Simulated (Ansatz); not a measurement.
## Run report: Ge, single-point calculation

Ge (Fd-3m, 2 atoms in the cell), computed with DFT, PBE, PAW with Ansatz's default frozen-core files, scalar-relativistic, no spin polarisation (Ansatz 0.2.0).

Its volume is 0.52 times that of the source entry. It belongs to a series of runs on one base structure; here: volume scaled by 0.52, PAW files. Figures and captions count atoms from 1; the log counts them from 0 in places.

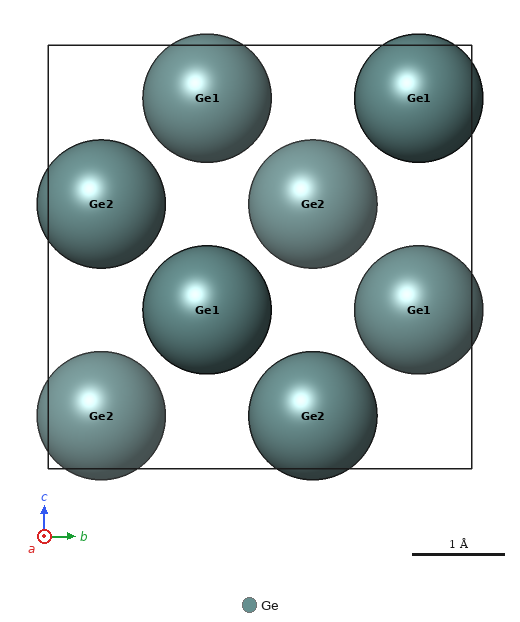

The input geometry (spheres-only view of the cell 4 times as large as that of the calculation, set on its symmetry axes, along the a axis; atoms are numbered from 1 in the order of the input).

### Input file
```yaml
crystal:
  lattice:
    - [0.0, 2.3168606017, 2.3168606017]
    - [2.3168606017, 0.0, 2.3168606017]
    - [2.3168606017, 2.3168606017, 0.0]
  atoms:
    - { symbol: Ge, position: [-0.125, -0.125, -0.125] }
    - { symbol: Ge, position: [0.125, 0.125, 0.125] }
kpoints:
  mp_grid: { grid: [11, 11, 11] }
scf:
  occupations: { method: fermi_dirac, width: 0.08 }
hamiltonian:
  xc: pbe
  pseudopotentials: { kind: paw }
output:
  forces: true
  stress: true
  eigenvalues: true
  populations: true
  write_density: true
  write_potential: true
  elf: true
  volumetric_format: npy
```

Run as:
```bash
ansatz run input.yaml --threads 1 --pin off --max-ram 2048MiB --backend cpu --events-out ev --progress --plain --runs-dir out
```

### What the program printed
```
Engine: ansatz 0.2.0, x86_64-unknown-linux-gnu
Pseudopotentials: kind: paw
Pseudopotential: Ge, paw, valence charge 14, recommended cutoff 420 eV (normal), Ge.paw.azcp
Functional definition: PBE
  parameter kappa = 0.804
  parameter beta = 0.06672455060314922
  exchange = pbe_x(kappa = kappa, mu = beta*pi^2/3)
  correlation = pbe_c(beta = beta)
Crystal: 2 atoms, lattice volume = 24.873 Å³
Basis set: ecut = 420 eV, 531 PW (Γ), exchange–correlation on 48×48×48 points (8 copies of the dense FFT grid, shifted against one another)
Bands: 18, of which v1, the nominal top of the filled ones, is band 14 counted from 1 (13 counted from 0)
Symmetry: 48 space group operations
Space group: Fd-3m (ITA 227), of the structure as read, at distance tolerance 2.9e-5 Å
k-points: 56 of 1331
Non-local potential: Ge, projectors of the file, l = 0: 2, l = 1: 2, l = 2: 3, l = 3: 1
PAW form: soft (Blöchl's): semilocal exchange-correlation on the pseudo side does not see the compensation charge
PAW one-centre angular grid: Ge, 590 points (default); XC on 64 Gauss nodes
Initial density: superposition of atomic densities (neutral atoms: chi_scale 0, normalization atom), corrected by the library's trained network
Initial wavefunctions: pseudopotential atomic-orbital guess
Functional: x = pbe(κ = 0.804, μ = 0.2195149727645171), c = pbe(β = 0.06672455060314922)
SCF iter   1: F=—  HF=-8583.187362 eV  |F-HF|=—  |Δ(HF+E_count)|=         —  Δρ=3.81e-3  dr2=3.51e-3  ethr=1.77e-3  ⟨swp⟩=5.0  Hψ=4584  notcnv=0
preconditioner: auto → Kerker (q_TF=auto, 2.783 Å⁻¹)  [metal: Δε(μ)=0.145 eV  Ē_g=27.043 eV  σ=0.080 eV  W_gap=0.42  n_scr=14 (ndim 8)  ℏωp=39.4 eV  f_vac=0.000  D(μ)=0.23/eV (n_scr^D=0)]
SCF iter   2: F=—  HF=-8583.187593 eV  |F-HF|=—  |Δ(HF+E_count)|=   2.31e-4  Δρ=2.67e-3  dr2=1.85e-3  ethr=1.26e-5  ⟨swp⟩=1.9  Hψ=1581  notcnv=0
SCF iter   3: F=—  HF=-8583.187486 eV  |F-HF|=—  |Δ(HF+E_count)|=   1.07e-4  Δρ=8.61e-4  dr2=1.94e-4  ethr=6.62e-6  ⟨swp⟩=2.2  Hψ=1794  notcnv=0
SCF iter   4: F=—  HF=-8583.187419 eV  |F-HF|=—  |Δ(HF+E_count)|=   6.73e-5  Δρ=3.70e-4  dr2=1.35e-5  ethr=6.91e-7  ⟨swp⟩=2.0  Hψ=1790  notcnv=0
SCF iter   5: F=—  HF=-8583.187436 eV  |F-HF|=—  |Δ(HF+E_count)|=   1.67e-5  Δρ=7.48e-5  dr2=1.24e-6  ethr=4.83e-8  ⟨swp⟩=3.0  Hψ=1853  notcnv=0
SCF iter   6: F=-8583.187437 eV  HF=-8583.187437 eV  |F-HF|=7.51e-8  |Δ(HF+E_count)|=   1.44e-6  Δρ=1.57e-5  dr2=2.41e-8  ethr=3.57e-10  ⟨swp⟩=6.0  Hψ=6004  notcnv=0
SCF 1 converged in 6 iterations: F = -8583.187437 eV  dr2 = 2.41e-8
  greatest PAW one-centre occupation: 0.999 electrons in one spin orbital (limit 2), on the Ge atom at site 1 (counted from 0), in its partial waves of l = 2
SCF converged after 6 iterations
Free energy (F): -8583.187437 eV
Harris-Foulkes:  -8583.187437 eV  (|F-HF|=7.51e-8)
Internal energy: -8583.182558 eV  (E = F + TS)
E sigma→0 (E₀):  -8583.184998 eV
Entropy (-TS):   -0.004879 eV (-2.440 meV/atom)
Fermi energy:    19.057695 eV
--- Per-component energies (eV) ---
  E_band       = -54.743885
  E_kinetic    = 248.624103
  E_local      = -4009.535083  (includes V_loc(G=0)·N_el)
  E_nonlocal   = 846.559533
  E_hartree    = 1815.608718
  E_xc         = -163.372842
  E_vxc        = -145.276393  (∫ρ·V_xc dr)
  E_paw        = -4040.049289  (= ΣΔE_a)
  E_vpaw       = -626.336755  (= ΣTr[D̂ρ^β])
  E_aug_tail   = 0.000695  (compensation charges beyond the density's cutoff)
  E_ewald      = -3281.018392
  E_smearing   = -0.004879  (= −TS)
  E_closure    = -0.000000  (closes the sum)
  Σ components = -8583.187437   (vs F -8583.187437, Δ=0.00e0)
--- Forces (eV/Å), atoms counted from 1 ---
  atom   1  Ge    -0.00000000     0.00000000    -0.00000000
  atom   2  Ge    -0.00000000     0.00000000    -0.00000000
  max |Σ_I F_I| component: 4.19e-17 eV/Å
--- Stress (GPa, compression-positive) ---
      170.226529       0.000000       0.000000
        0.000000     170.226529       0.000000
       -0.000000      -0.000000     170.226529
  P = ⅓ Tr σ = 170.2265 GPa (1702.265 kbar)
--- Band table (eV; the first three rows and the last of 56) ---
  k-point 0: bands = ["-7.6600", "-7.6600", "-7.6600", "-7.5576", "-7.5576", "-6.6974", "-6.6974", "-6.6974", "-6.5087", "-6.5087", "0.4413", "19.6950", "19.6950", "19.6950", "22.0233", "22.0233", "22.0233", "25.8451"]
  k-point 1: bands = ["-7.6868", "-7.6868", "-7.6552", "-7.5207", "-7.5207", "-6.7096", "-6.7096", "-6.7060", "-6.5003", "-6.5003", "0.6145", "17.7756", "19.1989", "19.1989", "22.6207", "22.6207", "22.6552", "26.5652"]
  k-point 2: bands = ["-7.7213", "-7.7213", "-7.6428", "-7.4613", "-7.4613", "-6.7337", "-6.7337", "-6.7295", "-6.4841", "-6.4841", "1.1330", "14.8899", "18.3877", "18.3877", "22.6498", "23.5039", "23.5039", "27.6470"]
  k-point 55: bands = ["-7.8566", "-7.8322", "-7.3848", "-7.2572", "-7.1291", "-7.0381", "-6.9851", "-6.8741", "-6.3608", "-6.3393", "7.1395", "8.2118", "11.1580", "12.4620", "23.0675", "25.0516", "26.5426", "26.6642"]
--- Löwdin populations: 2 sites ---
  site symbol       q [e]
     0     Ge     13.9758
     1     Ge     13.9758
  spilling = 0.001728 (of n_electrons = 28.000000)
```

### File rho_z.tsv
```
# z_ang	rho[e/angstrom^3]
# format = ansatz-planar-average/11
# lattice	0.000000000	2.316860602	2.316860602
# lattice	2.316860602	0.000000000	2.316860602
# lattice	2.316860602	2.316860602	0.000000000
# sites	2
# site	32	-0.579215150	-0.579215150	-0.579215150
# site	32	0.579215150	0.579215150	0.579215150
0.000000	1.670566e0
0.136522	1.834984e0
0.273045	2.159564e0
0.409567	2.282134e0
0.546089	1.995697e0
0.682612	1.448410e0
0.819134	9.334526e-1
0.955656	5.965104e-1
1.092179	4.170575e-1
1.228701	3.287518e-1
1.365223	2.841658e-1
1.501746	2.634974e-1
1.638268	2.581356e-1
1.774790	2.634974e-1
1.911312	2.841658e-1
2.047835	3.287518e-1
2.184357	4.170575e-1
2.320879	5.965104e-1
2.457402	9.334526e-1
2.593924	1.448410e0
2.730446	1.995697e0
2.866969	2.282134e0
3.003491	2.159564e0
3.140013	1.834984e0
```

### File v_z.tsv
```
# z_ang	v_es[eV]	v_tot[eV]
# format = ansatz-planar-average/11
# xc	pbe
# density_cutoff_ev	1680
# datasets	Ge=:simpson_from_first_knot:soft
# lattice	0.000000000	2.316860602	2.316860602
# lattice	2.316860602	0.000000000	2.316860602
# lattice	2.316860602	2.316860602	0.000000000
# sites	2
# site	32	-0.579215150	-0.579215150	-0.579215150
# site	32	0.579215150	0.579215150	0.579215150
0.000000	7.495769e-1	-1.375848e1
0.136522	9.798625e-1	-1.342779e1
0.273045	1.690205e0	-1.245470e1
0.409567	2.902575e0	-1.088551e1
0.546089	4.538716e0	-8.814785e0
0.682612	6.372659e0	-6.436731e0
0.819134	8.169872e0	-3.983612e0
0.955656	9.888011e0	-1.553462e0
1.092179	1.157765e1	8.046019e-1
1.228701	1.321596e1	2.961910e0
1.365223	1.467982e1	4.767459e0
1.501746	1.572008e1	6.014454e0
1.638268	1.609735e1	6.467455e0
1.774790	1.572008e1	6.014454e0
1.911312	1.467982e1	4.767459e0
2.047835	1.321596e1	2.961910e0
2.184357	1.157765e1	8.046019e-1
2.320879	9.888011e0	-1.553462e0
2.457402	8.169872e0	-3.983612e0
2.593924	6.372659e0	-6.436731e0
2.730446	4.538716e0	-8.814785e0
2.866969	2.902575e0	-1.088551e1
3.003491	1.690205e0	-1.245470e1
3.140013	9.798625e-1	-1.342779e1
```

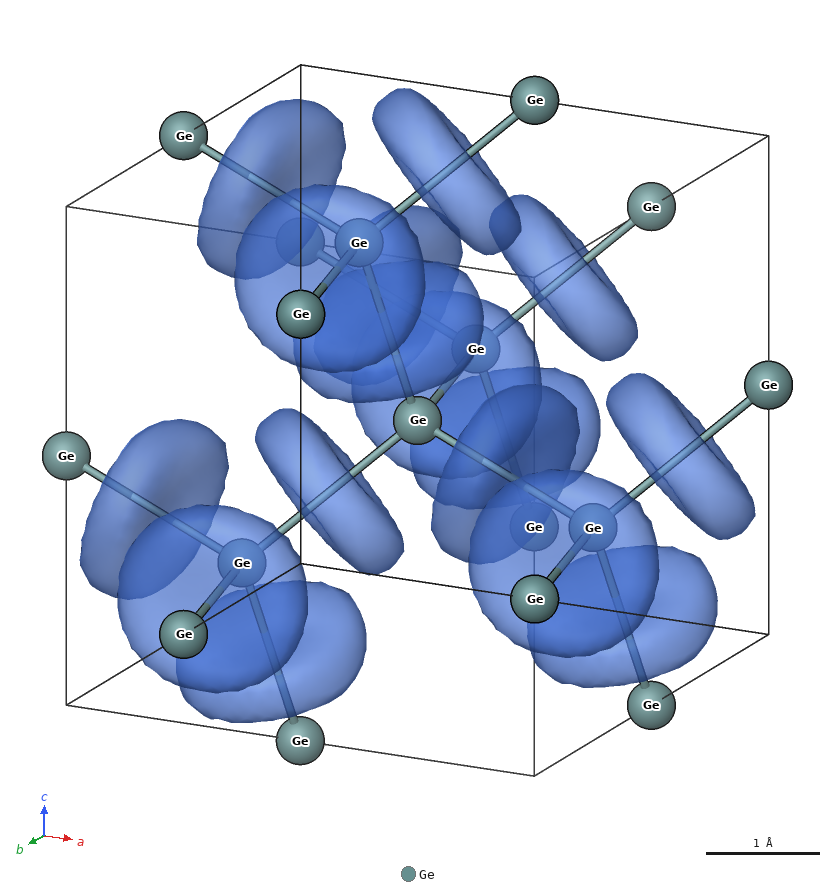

Isosurface of the ELF at 0.5 (blue), seen at an oblique angle. Core shells and regions of very low density are left out. Sticks mark near contacts. The outline is the cell set on symmetry axes. Along the contacts the grid gives the following. Ge–Ge (2.01 Å): the ELF peaks at about 0.65 between the atoms. Core electrons are frozen (PAW), so the fields are smoothed inside the atomic spheres.

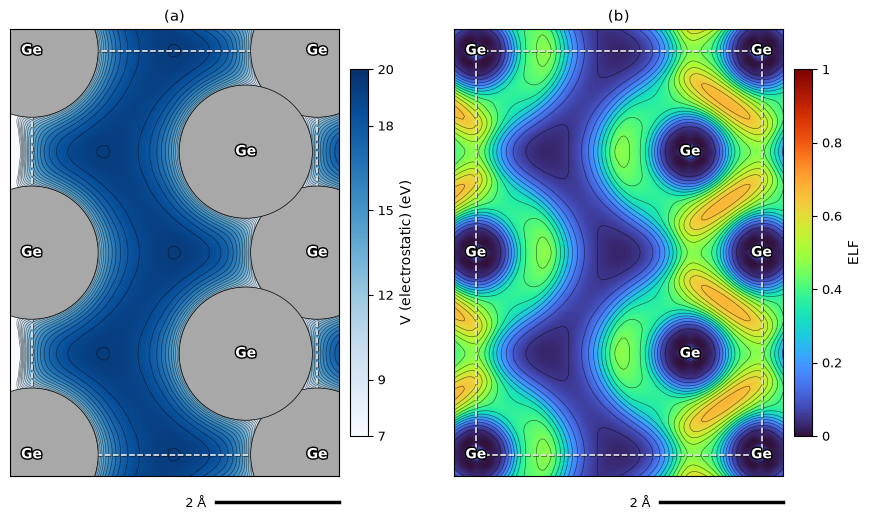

(a) electrostatic potential energy of an electron; (b) electron localisation function on the (110) plane of the conventional cell. Grey discs, where drawn, cover atomic cores. Atoms in the plane: Ge. Ge–Ge (2.01 Å): the ELF peaks at about 0.65 between the atoms. Outside the cores the potential energy rises away from the atoms and is highest about 2.0 Å from the nearest atoms; outside the discs it spans about 12 eV, and its zero is arbitrary.

### Results in brief

- outcome: converged
- space group (tolerance 0.01 Å): Fd-3m (227)
- electrons treated: 28
- free energy: −8583.1874 eV
- Fermi energy: 19.058 eV
- pressure: 170.23 GPa
- largest force (length of the vector): under 0.001 eV/Å
- hardware: 1 thread of Intel Xeon (Granite Rapids), 32 GiB of memory available, shared host
- wall time: 0.95 s
- peak memory: 0.35 GiB

The cell is under a pressure of 170 GPa at this level, so it is not at its equilibrium volume.
